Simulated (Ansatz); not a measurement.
# Band-structure calculation, with input and output: MgO

- system: MgO (I4/mmm, 2 atoms in the cell)
- method: DFT, r2SCAN, plane waves, PAW, no spin polarisation (Ansatz 0.2.0)

The structure derives from an entry of the Crystallography Open Database. The geometry comes from this level: r2SCAN (a point of a series of strains). It belongs to a series of runs on one base structure; here: uniaxial_y strain +5.3%. Figures and captions count atoms from 1; the log counts them from 0 in places.

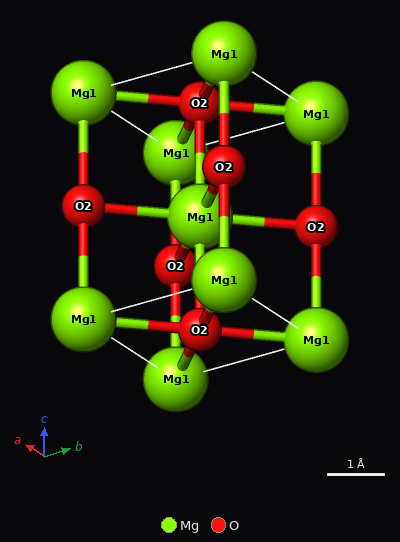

The structure (ball-and-stick view of the cell 2 times as large as that of the calculation, set on its symmetry axes, seen at an oblique angle; atoms are numbered from 1 in the order of the input).

**Results in brief**

- outcome: converged
- space group (tolerance 0.01 Å): I4/mmm (139)
- electrons treated: 16
- free energy: −2498.2940 eV
- Fermi energy: 7.227 eV
- gap on the k-point mesh: 5.09 eV
- pressure: −6.99 GPa
- largest force (length of the vector): under 0.001 eV/Å
- hardware: 4 threads of Arm Neoverse V1, 24 GiB of memory available, shared host
- wall time: 1.4 s (CPU time 4.8 s)
- peak memory: 0.35 GiB

**The input**
```yaml
crystal:
  lattice:
    - [0.0, 2.2137931477, 2.1021680256]
    - [2.1021680256, 0.0, 2.1021680256]
    - [2.1021680256, 2.2137931477, 0.0]
  atoms:
    - { symbol: Mg, position: [0.0, 0.0, 0.0] }
    - { symbol: O, position: [0.5, 0.5, 0.5] }
kpoints:
  mp_grid: { grid: [10, 10, 10] }
  band_path:
    path:
      - [0.0, 0.0, 0.0]
      - [0.5, 0.0, 0.5]
      - [0.625, 0.25, 0.625]
      - [0.375, 0.375, 0.75]
      - [0.5, 0.5, 0.5]
      - [0.5, 0.25, 0.75]
    npoints: 1
hamiltonian:
  xc: r2scan
scf:
  occupations: { method: fixed }
  n_extra_bands: 4
output:
  forces: true
  stress: true
  eigenvalues: true
  write_density: true
  write_potential: true
  elf: true
  volumetric_format: npy
```

Command:
```bash
ansatz run input.yaml --threads 4 --pin off --max-ram 5529MiB --backend cpu --events-out ev --progress --plain --runs-dir out
```

**Output**
```
scf.n_extra_bands = 4 over 8 filled bands (N_el = 16.0): the run solves 12 bands
Engine: ansatz 0.2.0, aarch64-unknown-linux-gnu
Pseudopotentials: kind: paw
Pseudopotential: Mg, paw, valence charge 10, recommended cutoff 500 eV (meta_gga), Mg.paw.azcp
Pseudopotential: O, paw, valence charge 6, recommended cutoff 500 eV (meta_gga), O.paw.azcp
Functional definition: r2SCAN
  parameter k0 = 0.174
  parameter k1 = 0.065
  parameter a1 = 4.9479
  exchange = r2scan_x(k0 = k0, k1 = k1, a1 = a1)
  correlation = r2scan_c
Crystal: 2 atoms, lattice volume = 19.566 Å³
Basis set: ecut = 500 eV, 517 PW (Γ), exchange–correlation on 96×96×96 points (64 copies of the dense FFT grid, shifted against one another)
Bands: 12, of which v1, the nominal top of the filled ones, is band 8 counted from 1 (7 counted from 0)
Symmetry: 16 space group operations
Space group: I4/mmm (ITA 139), of the structure as read, at distance tolerance 2.7e-5 Å
k-points: 102 of 1000
Non-local potential: Mg, projectors of the file, l = 0: 3, l = 1: 2, l = 2: 1
Non-local potential: O, projectors of the file, l = 0: 2, l = 1: 2, l = 2: 1
PAW form: soft (Blöchl's): semilocal exchange-correlation on the pseudo side does not see the compensation charge
PAW frozen core: Mg, regenerated for the run's functional (the file was generated under x = pbe(κ = 0.804, μ = 0.2195149727645171), c = pbe(β = 0.06672455060314922))
PAW frozen core: O, regenerated for the run's functional (the file was generated under x = pbe(κ = 0.804, μ = 0.2195149727645171), c = pbe(β = 0.06672455060314922))
PAW one-centre angular grid: Mg, 302 points (default); XC on 224 Gauss nodes
PAW one-centre angular grid: O, 302 points (default); XC on 160 Gauss nodes
Initial density: superposition of atomic densities (neutral atoms: chi_scale 0, normalization atom), corrected by the library's trained network
Initial wavefunctions: pseudopotential atomic-orbital guess
Functional: x = r2scan, c = r2scan; τ floored in thin density (d = 2e-4 eV/Å³)
SCF iter   1: F=—  HF=-2498.217070 eV  |F-HF|=—  |Δ(HF+E_count)|=         —  Δρ=9.97e-3  dr2=1.21e-2  dr2_τ=6.45e-2  ethr=1.77e-3  ⟨swp⟩=4.7  Hψ=6452  notcnv=0  defer=179
preconditioner: auto → none  [insulator: Δε(μ)=5.034 eV  Ē_g=19.474 eV  n_scr=8 (ndim 8)  ℏωp=23.7 eV  f_vac=0.000  ε∞_Penn≈2.5]
SCF iter   2: F=—  HF=-2498.293955 eV  |F-HF|=—  |Δ(HF+E_count)|=   7.69e-2  Δρ=4.83e-3  dr2=1.65e-3  dr2_τ=3.09e-4  ethr=7.55e-5  ⟨swp⟩=2.8  Hψ=3070  notcnv=0  defer=199
SCF iter   3: F=—  HF=-2498.294030 eV  |F-HF|=—  |Δ(HF+E_count)|=   7.48e-5  Δρ=1.12e-3  dr2=1.88e-4  dr2_τ=2.51e-5  ethr=1.03e-5  ⟨swp⟩=3.0  Hψ=2242  notcnv=0  defer=204
SCF iter   4: F=—  HF=-2498.294014 eV  |F-HF|=—  |Δ(HF+E_count)|=   1.62e-5  Δρ=4.98e-4  dr2=3.23e-5  dr2_τ=4.47e-6  ethr=1.18e-6  ⟨swp⟩=2.0  Hψ=1783  notcnv=0  defer=204
SCF iter   5: F=—  HF=-2498.294006 eV  |F-HF|=—  |Δ(HF+E_count)|=   7.53e-6  Δρ=3.69e-5  dr2=9.11e-8  dr2_τ=3.33e-8  ethr=2.02e-7  ⟨swp⟩=2.0  Hψ=1529  notcnv=0  defer=3
SCF iter   6: F=-2498.294006 eV  HF=-2498.294006 eV  |F-HF|=4.82e-11  |Δ(HF+E_count)|=   1.55e-7  Δρ=8.20e-6  dr2=3.10e-9  dr2_τ=1.09e-9  ethr=5.69e-10  ⟨swp⟩=7.9  Hψ=8105  notcnv=0
SCF 1 converged in 6 iterations: F = -2498.294006 eV  dr2 = 3.10e-9
  greatest PAW one-centre occupation: 1.000 electrons in one spin orbital (limit 2), on the Mg atom at site 0 (counted from 0), in its partial waves of l = 0
```

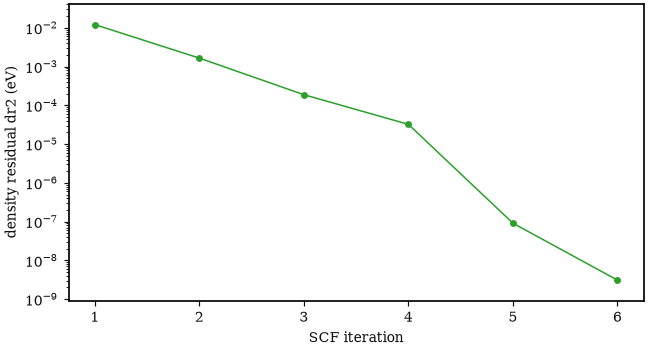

Convergence of the self-consistent field: density residual dr2 against the SCF iteration. The residual falls at every step.

```
NSCF: frozen V_eff on 6 k-points
SCF converged after 6 iterations
Free energy (F): -2498.294006 eV
Harris-Foulkes:  -2498.294006 eV  (|F-HF|=4.82e-11)
Internal energy: -2498.294006 eV  (E = F + TS)
E sigma→0 (E₀):  -2498.294006 eV
Fermi energy:    7.226711 eV
--- Per-component energies (eV) ---
  E_band       = -321.768265
  E_kinetic    = 255.335650
  E_local      = -1636.169318  (includes V_loc(G=0)·N_el)
  E_nonlocal   = 142.463950
  E_hartree    = 567.609615
  E_xc         = -102.819299
  E_vxc        = -148.471457  (∫ρ·V_xc dr)
  E_paw        = -456.057488  (= ΣΔE_a)
  E_vpaw       = -79.815798  (= ΣTr[D̂ρ^β])
  E_aug_tail   = 0.001035  (compensation charges beyond the density's cutoff)
  E_vtau       = 9.669407  (kinetic-family band-sum trace: ∫τ·v_τ [+ j·A + Jᵃ·Aᵃ] dr)
  E_ewald      = -1268.600002
  E_core_change = -0.058149  (= ΣΔE_core)
  E_smearing   = -0.000000  (= −TS)
  E_closure    = 0.000000  (closes the sum)
  Σ components = -2498.294006   (vs F -2498.294006, Δ=0.00e0)
--- Forces (eV/Å), atoms counted from 1 ---
  atom   1  Mg     0.00000000     0.00000000    -0.00000000
  atom   2  O      0.00000000    -0.00000000     0.00000000
  max |Σ_I F_I| component: 2.73e-29 eV/Å
--- Stress (GPa, compression-positive) ---
       -4.509167       0.000000      -0.000000
        0.000000     -11.943063      -0.000000
       -0.000000      -0.000000      -4.509167
  P = ⅓ Tr σ = -6.9871 GPa (-69.871 kbar)
--- Band table (eV; the first three rows and the last of 102) ---
  k-point 0: bands = ["-67.9223", "-33.0285", "-32.9930", "-32.9930", "-10.8172", "7.1239", "7.1239", "7.2267", "12.3196", "23.3856", "23.9254", "23.9254"]
  k-point 1: bands = ["-67.9217", "-33.0311", "-32.9982", "-32.9933", "-10.7183", "6.5395", "7.0692", "7.1235", "12.9336", "22.5010", "23.7856", "24.1742"]
  k-point 2: bands = ["-67.9200", "-33.0404", "-33.0093", "-32.9943", "-10.4483", "5.2785", "6.9296", "6.9331", "14.1473", "20.9839", "24.1352", "24.7327"]
  k-point 101: bands = ["-67.9149", "-33.0845", "-33.0126", "-33.0126", "-9.5402", "3.1758", "5.9977", "5.9977", "17.4993", "17.8510", "20.4915", "27.2672"]
```

**File rho_z.tsv**
```
# z_ang	rho[e/angstrom^3]
# format = ansatz-planar-average/11
# lattice	0.000000000	2.213793148	2.102168026
# lattice	2.102168026	0.000000000	2.102168026
# lattice	2.102168026	2.213793148	0.000000000
# sites	2
# site	12	0.000000000	0.000000000	0.000000000
# site	8	2.102168026	2.213793148	2.102168026
0.000000	1.699924e0
0.127203	1.577446e0
0.254405	1.263749e0
0.381608	8.877193e-1
0.508811	5.799003e-1
0.636014	4.096261e-1
0.763216	3.747872e-1
0.890419	4.368580e-1
1.017622	5.543703e-1
1.144825	6.917694e-1
1.272027	8.170379e-1
1.399230	9.030530e-1
1.526433	9.333323e-1
1.653636	9.030530e-1
1.780838	8.170379e-1
1.908041	6.917694e-1
2.035244	5.543703e-1
2.162447	4.368580e-1
2.289649	3.747872e-1
2.416852	4.096261e-1
2.544055	5.799003e-1
2.671258	8.877193e-1
2.798460	1.263749e0
2.925663	1.577446e0
```

**File v_z.tsv**
```
# z_ang	v_es[eV]	v_tot[eV]
# format = ansatz-planar-average/11
# xc	r2scan
# density_cutoff_ev	2000
# datasets	Mg=:simpson_from_first_knot:soft:shift=0	O=:simpson_from_first_knot:soft:shift=0
# lattice	0.000000000	2.213793148	2.102168026
# lattice	2.102168026	0.000000000	2.102168026
# lattice	2.102168026	2.213793148	0.000000000
# sites	2
# site	12	0.000000000	0.000000000	0.000000000
# site	8	2.102168026	2.213793148	2.102168026
0.000000	-2.752125e0	-1.205317e1
0.127203	-2.319738e0	-1.173571e1
0.254405	-1.089567e0	-1.074906e1
0.381608	7.070039e-1	-9.107415e0
0.508811	2.782760e0	-7.141316e0
0.636014	4.655069e0	-5.519804e0
0.763216	5.618266e0	-4.910224e0
0.890419	5.669413e0	-5.366985e0
1.017622	5.266847e0	-6.432231e0
1.144825	4.689284e0	-7.579192e0
1.272027	4.106009e0	-8.537095e0
1.399230	3.682636e0	-9.139556e0
1.526433	3.530551e0	-9.324565e0
1.653636	3.682636e0	-9.139556e0
1.780838	4.106009e0	-8.537095e0
1.908041	4.689284e0	-7.579192e0
2.035244	5.266847e0	-6.432231e0
2.162447	5.669413e0	-5.366985e0
2.289649	5.618266e0	-4.910224e0
2.416852	4.655069e0	-5.519804e0
2.544055	2.782760e0	-7.141316e0
2.671258	7.070039e-1	-9.107415e0
2.798460	-1.089567e0	-1.074906e1
2.925663	-2.319738e0	-1.173571e1
```

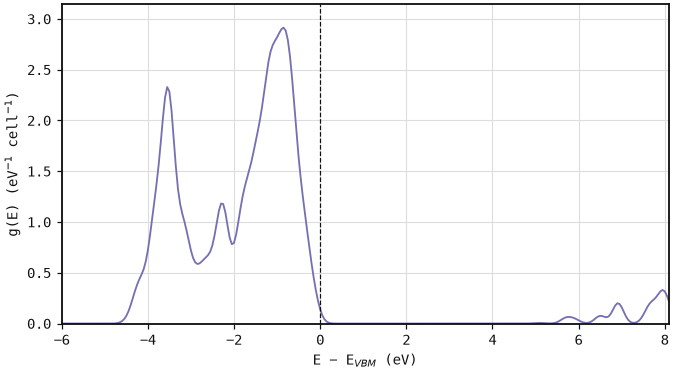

Density of states (the curve is built from the levels of the k mesh with Gaussians 0.3 eV wide, which also blur the band edges), with energies from the valence-band top. There is a gap of 5.09 eV on the k-point mesh. Small ripples come from the finite k-point mesh.

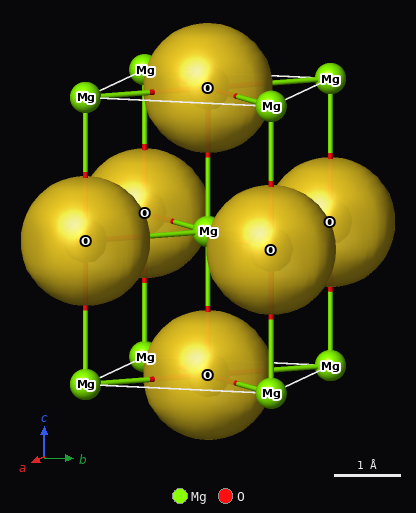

Isosurface of the ELF at 0.65 (yellow), seen slightly off an axis. Only the valence region is drawn (cores and ρ < 0.01 e/Å³ removed). Sticks mark near contacts. The outline is the cell set on symmetry axes. Mg–O (2.21 Å): the ELF is about 0.35 at the midpoint (ionic bonding with no shared pair). Core electrons are frozen (PAW), so the fields are smoothed inside the atomic spheres.

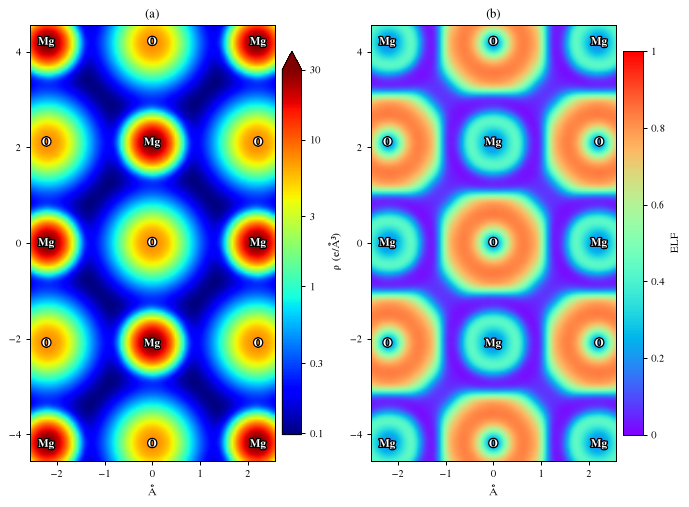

(a) valence electron density; (b) ELF on the (110) plane of the conventional cell. Atoms in the plane: Mg and O. Mg–O (2.21 Å): the density is about 0.27 e/Å³ at the midpoint; the ELF is about 0.35 at the midpoint (ionic bonding with no shared pair). Away from the nuclei the density in this plane falls to 0.1 e/Å³ at its lowest.
